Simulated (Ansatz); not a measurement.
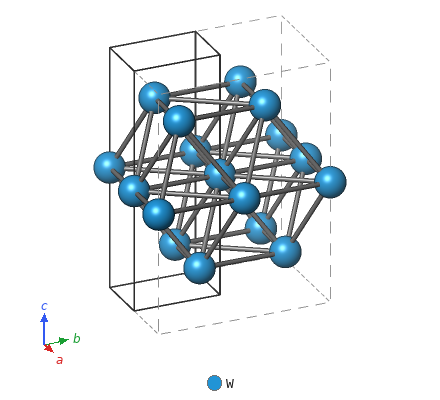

The structure; the drawing may span several cells.

Structure (in its standard cell), the geometry relaxed with Ansatz, DFT, PAW plane waves, r2scan; the starting structure was generated, so it need not be a known form of this composition:

Space group R-3m:H (No. 166). a = 2.990 Å, b = 2.990 Å, c = 6.329 Å, α = 90.00°, β = 90.00°, γ = 120.00°
```tsv
atom	site	symmetry	x	y	z
W	3b	-3m	0.3333	0.6667	0.1667
```

> Predict the [001] zone-axis pattern (200 kV, kinematic, B = 0.5 Å²).

The spots form a hexagonal net with both shortest vectors at d = 1.49 Å, 60.0° apart. They are 2 -1 0 and 1 1 0. The pattern has symmetry 6mm. The lattice centring (R) removes all reflections that break −h + k + l = 3n.

Strongest reflections with d > 0.80 Å, one of each family (|F|² from tabulated Gaussian fits of the electron scattering factors, times a small damping for the curvature of the Ewald sphere):

| hkl | d (Å) | I (strongest = 100) |
| --- | --- | --- |
| 2 -1 0 | 1.495 | 100 |
| 3 0 0 | 0.863 | 24 |

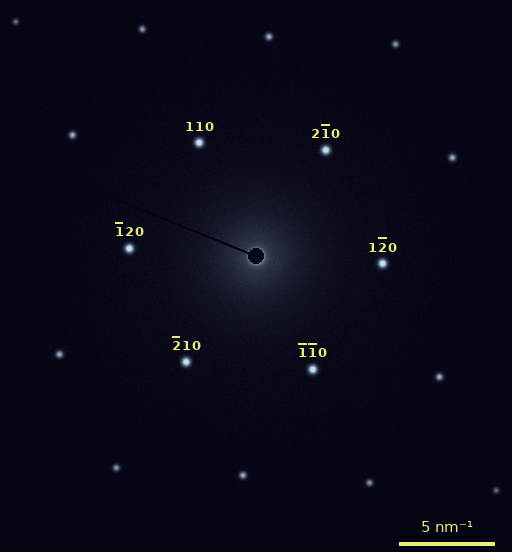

Calculated pattern, seen from the source side with [001] pointing towards the source.
